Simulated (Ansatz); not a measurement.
System: a (001) slab cut from PbO (P4/nmm), ended by Pb planes, 12 atoms in the cell. Starting structure of the relaxation:

```yaml
crystal:
  lattice:
    - [3.98785, 0.00000, 0.00000]
    - [0.00000, 3.98785, 0.00000]
    - [0.00000, 0.00000, 27.52213]
  atoms:
    - { symbol: Pb, position: [0.50000, 0.00000, 0.27251] }
    - { symbol: O, position: [0.00000, 0.00000, 0.31554] }
    - { symbol: O, position: [0.50000, 0.50000, 0.31554] }
    - { symbol: Pb, position: [0.00000, 0.50000, 0.35857] }
    - { symbol: Pb, position: [0.50000, 0.00000, 0.45697] }
    - { symbol: O, position: [0.00000, 0.00000, 0.50000] }
    - { symbol: O, position: [0.50000, 0.50000, 0.50000] }
    - { symbol: Pb, position: [0.00000, 0.50000, 0.54303] }
    - { symbol: Pb, position: [0.50000, 0.00000, 0.64143] }
    - { symbol: O, position: [0.00000, 0.00000, 0.68446] }
    - { symbol: O, position: [0.50000, 0.50000, 0.68446] }
    - { symbol: Pb, position: [0.00000, 0.50000, 0.72749] }
```

Computed with Ansatz 0.2.0: DFT PBEsol, scalar-relativistic, plane waves, PAW, no spin polarisation, 7×7×1 k mesh, 420 eV cutoff, Gaussian smearing of 0.05 eV.

What does the potential across the slab give for the band edges against vacuum?

From the vacuum level at the right face the ionisation potential is 4.26 eV and the electron affinity 2.40 eV; the left face gives the same. The slab's gap, their difference before rounding, is 1.85 eV. The two vacuum levels agree, so the slab has no net dipole along its normal. The outermost atoms are 12.5 Å apart, which leaves 15.0 Å of vacuum in a cell 27.5 Å high.

Spin-orbit coupling is left out, which matters for Pb.

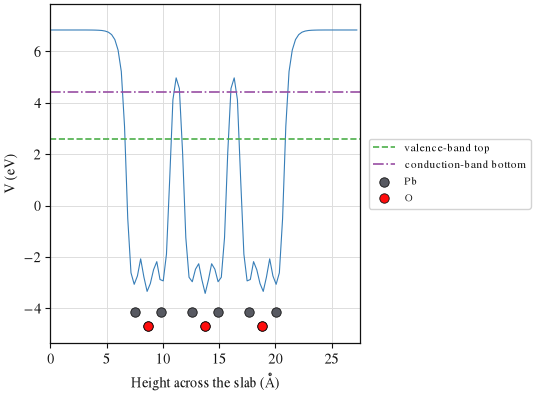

Plane-averaged electrostatic potential energy of an electron across the slab; circles at the bottom mark the heights of the atoms (positions after relaxation).
